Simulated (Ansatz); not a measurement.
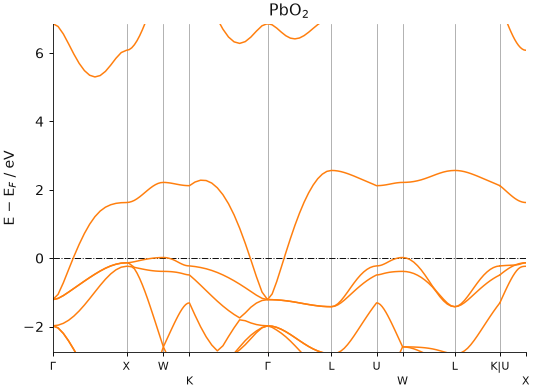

Band structure. Energies are counted from the Fermi level.

What lattice type does the k path imply?

A face-centred cubic lattice: the path Γ–X–W–K–Γ–L–U–W–L–K|U–X runs through the special points of its Brillouin zone.

System: fluorite-type PbO₂, space group Fm-3m, 3 atoms in the primitive cell.

```cif
data_structure
_symmetry_space_group_name_H-M 'P 1'
_symmetry_Int_Tables_number 1
_cell_length_a 3.8212
_cell_length_b 3.8212
_cell_length_c 3.8212
_cell_angle_alpha 60.000
_cell_angle_beta 60.000
_cell_angle_gamma 60.000
_cell_volume 39.45
loop_
_atom_site_label
_atom_site_type_symbol
_atom_site_fract_x
_atom_site_fract_y
_atom_site_fract_z
_atom_site_occupancy
Pb1 Pb 0.00000 0.00000 0.00000 1
O1 O 0.75000 0.75000 0.75000 1
O2 O 0.25000 0.25000 0.25000 1
```

Level of theory: PBEsol, Ansatz PAW, no spin polarisation, no spin-orbit coupling, 9×9×9 k mesh, 420 eV cutoff, Fermi-Dirac smearing of 0.05 eV; code Ansatz 0.2.0.

Metal, semiconductor or insulator?

A metal: bands cross the Fermi level along this path.

Which levels at L lie nearest to the Fermi level?

At L the nearest levels lie 1.42 eV below and 2.56 eV above the Fermi level.

Spin-orbit coupling is left out, which matters for Pb. The PAW data sets were made with another functional. The cell is at −6 GPa in this functional. The cell comes from a database of computed structures, and whether it is the stable form of this composition wasn't checked.
